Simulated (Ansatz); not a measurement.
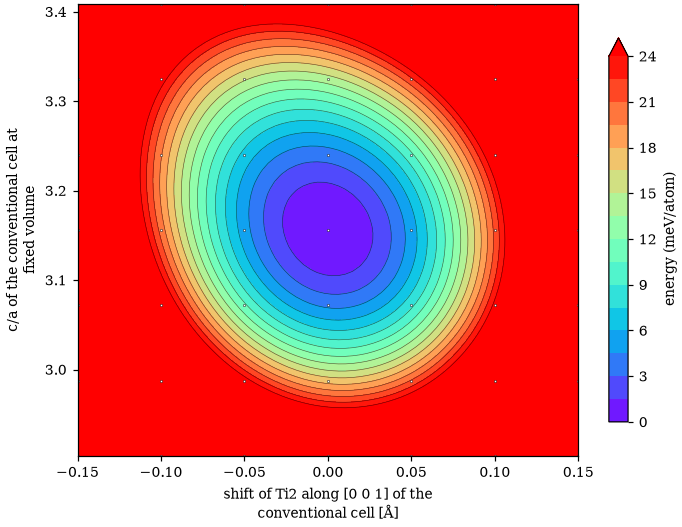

Ti₃Al (P-6m2, No. 187; 4 atoms in the cell). The energy is mapped over a free internal coordinate and the cell. The first coordinate is: shift of Ti2 along [0 0 1] of the conventional cell, Cartesian (0 0 1), its symmetry partners moved as symmetry demands (measured in the relaxed cell); the second: c/a of the conventional cell at fixed volume. Nothing is relaxed (all other coordinates fixed). The scan uses a 7 × 7 grid. Points are written as (first, second). All energies are given in meV/atom relative to the lowest grid point. Theory: DFT PBEsol, scalar-relativistic, plane waves, PAW (Ansatz 0.2.0). Settings: cutoff 520 eV, k-mesh 15×15×6 in the order of the run's cell vectors, gaussian smearing 0.15 eV, no spin polarisation.

The picture shows filled contours, dots at the grid points, one colour for all values above the top of the scale. Between grid points the surface is interpolated.

Where is the minimum, and how stiff is the well along each coordinate?

The interpolated minimum is at the first coordinate ≈ 0.000 Å, the second coordinate ≈ 3.156. The curvatures there are about 17 eV/Å² and 4.5 eV, with a cross term of about 1.3 eV/Å (per cell of 4 atoms). Round the minimum the two coordinates are weakly coupled (coupling 0.15 in units of the two stiffnesses).

PAW datasets: the set soft_1.
